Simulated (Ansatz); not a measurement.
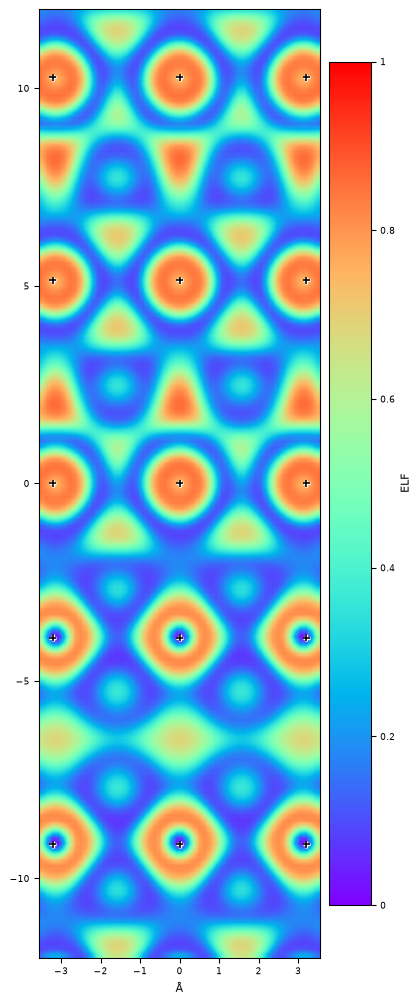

The ELF on a plane through atoms (crosses mark nuclei in the plane).

Level of theory: Ansatz 0.2.0, DFT r2SCAN, scalar-relativistic, plane waves, PAW.

Candidates:
A. Ti4H3, a = 4.21 Å, b = 4.21 Å, c = 4.38 Å, α = 90.00°, β = 90.00°, γ = 90.00°. Space group P-42m; a structure from a database of computed crystals, not necessarily the ambient phase; started from the database_111 prototype, which need not be the ambient phase; computed without spin polarisation.
B. Hf3N2, a = 3.21 Å, b = 3.21 Å, c = 23.31 Å, α = 90.00°, β = 90.00°, γ = 120.00°. Space group R-3m; a structure from a database of computed crystals, not necessarily the ambient phase.

**Which candidate gave the map?**

Candidate B: Hf3N2 on the (100) plane of the conventional cell, which holds Hf and N. Hf–Hf (3.21 Å): the ELF is about 0.20 at the midpoint (no localised pair shows between them).
